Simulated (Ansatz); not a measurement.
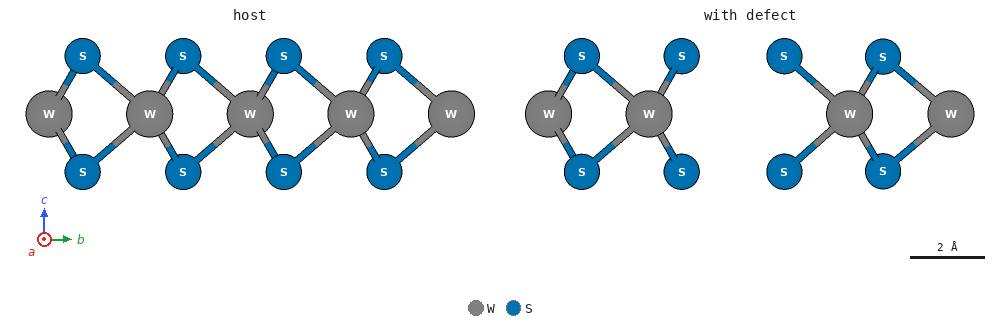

Left: perfect WS2. Right: the same region with one point defect, after relaxing the atoms in a supercell of 48 sites. The picture is a ball-and-stick view of the atoms within 6.0 Å of one point, in a slice 3.4 Å thick across the line of sight, seen along the a axis.

Computed with DFT PBE+D3(BJ), scalar-relativistic, plane waves, PAW in Ansatz. Settings: plane-wave cutoff 420 eV; k-point mesh 2 × 2 × 2; occupations gaussian; smearing width 0.01 eV; collinear spin. The cell is small and the k-mesh coarse, so the numbers are rough. The axes drawn are those of the host's conventional cell.

**Which defect is it?**

A tungsten atom is taken out (a vacancy).

The charge state of the cell is 0.

**How does the lattice respond?**

Around the empty W site the host had 6 S at 2.41 Å; after relaxation the nearest atoms are 6 S at 2.43 to 2.44 Å. Of the host's atoms, a tungsten atom moves furthest from its site, by 0.05 Å. The cell ends without a net magnetic moment. Relaxing the atoms from the host's sites lowers the energy by 0.20 eV. At a tolerance of 0.02 Å the relaxed supercell has space group P-6m2.
